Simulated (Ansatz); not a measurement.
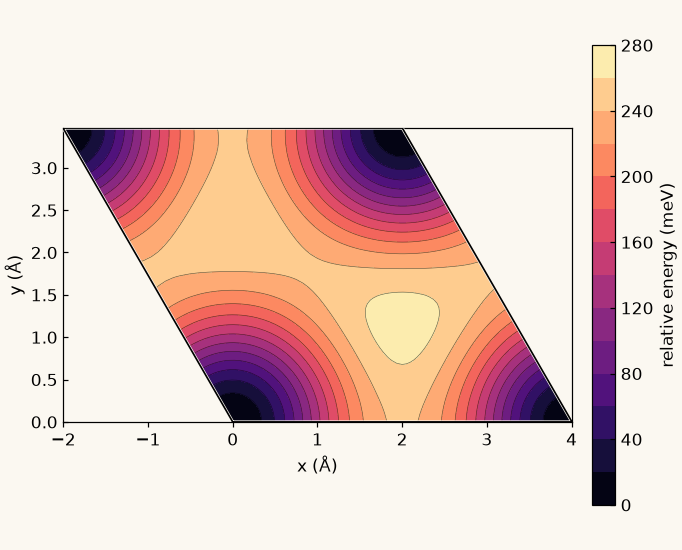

H on an AlAs(111) slab cut from the F-43m phase, its upper half relaxed before the scan (4 atoms of substrate and one adsorbate in a 1 × 1 cell). H is moved over the surface cell at a fixed height above a rigid substrate; the origin of the map has the adsorbate above Al4; the height is held at 2.80 Å. Places are given modulo a cell vector. The map is drawn in real space over the plane of the surface. Grid: 9 × 9 points; 19 points were computed and 62 follow by symmetry. Energies: meV, counted from the lowest grid point. With one adsorbate in each 1 × 1 cell, its nearest image is 4.0 Å away, so neighbouring adsorbates interact. At a fixed height the lowest place need not be the adsorption site. Theory: DFT PBE+D3(BJ), scalar-relativistic, plane waves, PAW (Ansatz). Settings: cutoff 420 eV, k-mesh 9×9×1, gaussian smearing 0.05 eV, spin-polarised.

Drawn: filled contours, the outline of one cell of the plane. Between grid points the surface is interpolated.

The lowest grid point is at the top site over a surface Al atom, (0/9, 0/9) of the cell vectors. No other kind of well shows on this grid. The highest grid point, a threefold hollow over a second-layer As atom, (6/9, 3/9) of the cell vectors, lies 269 meV above the lowest. On the interpolated surface the easiest way out of the lowest well to its copy in the next cell or period passes a barrier of about 240 meV. At the lowest point the adsorbate has 1 Al at 2.80 Å as nearest neighbours, at the highest 1 As at 3.38 Å.

The scan is repeated with another setting: the height is held at 3.10 Å; all else is set up alike.

**What does this change do to the map?**

The lowest place stays at the top site over a surface Al atom, (0/9, 0/9) of the cell vectors. The span from the lowest to the highest grid point shrinks from 269 to 112 meV. The easiest pass out of the lowest well goes from about 240 to about 101 meV on the interpolated surfaces. In the new map: at the lowest point the adsorbate has 1 Al at 3.10 Å as nearest neighbours, at the highest 1 As at 3.68 Å.

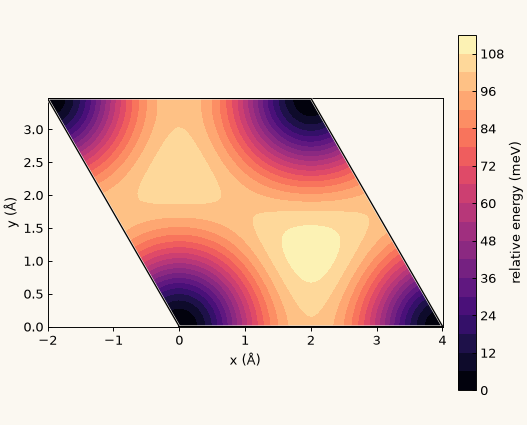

The map after the change, on a colour scale of its own. The picture shows filled contours, the outline of one cell of the plane. Between grid points the surface is interpolated.

PAW datasets: the set soft_1.
